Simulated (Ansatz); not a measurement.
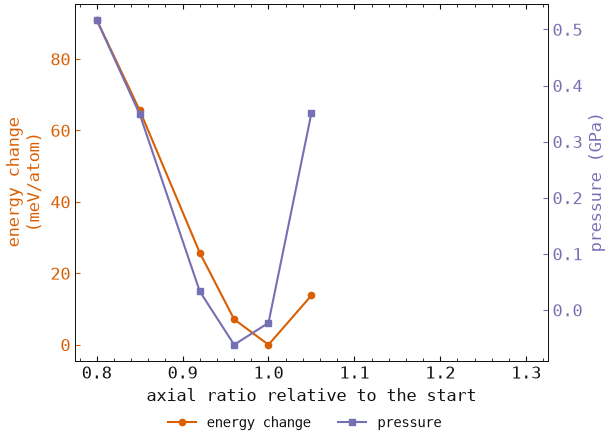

The plot gives the computed energy change and pressure against relative axial ratio for Al₃Cu, space group P4/mmm (No. 123).

Structure:
```yaml
crystal:
  lattice:
    - [2.77378, 0.00000, 0.00000]
    - [0.00000, 2.77378, 0.00000]
    - [0.00000, 0.00000, 7.59186]
  atoms:
    - { symbol: Al, position: [0.00000, 0.00000, 0.50000] }
    - { symbol: Al, position: [0.50000, 0.50000, 0.22264] }
    - { symbol: Al, position: [0.50000, 0.50000, 0.77736] }
    - { symbol: Cu, position: [0.00000, 0.00000, 0.00000] }
```

Computed with Ansatz 0.2.0: deformation of a crystal at fixed volume, lengths along the axis scaled against those across it, fractional coordinates fixed, by plane-wave density functional theory with PAW datasets, free energies less that of the undisturbed cell, pressure positive in compression; scalar-relativistic. Level: r2SCAN, no spin polarisation.

wave cutoff 500 eV; k mesh 18×18×8; occupations Gaussian; smearing width 0.15 eV; k shift (0, 0, 0) (mesh steps); start relaxed; path tetragonal; axis direction (0, 0, 1) (Cartesian unit vector).

The points at relative axial ratio 1.10, 1.20 and 1.30 are left out of the plot. What values does the calculation give there?

| axial ratio relative to the start | energy change (meV/atom) | pressure (GPa) |
| --- | --- | --- |
| 1.10 | 47 | 1.094 |
| 1.20 | 143 | 3.239 |
| 1.30 | 266 | 6.381 |

Note: shape and atomic fractions are frozen while scaling, which makes layered, chain and framework solids too stiff.
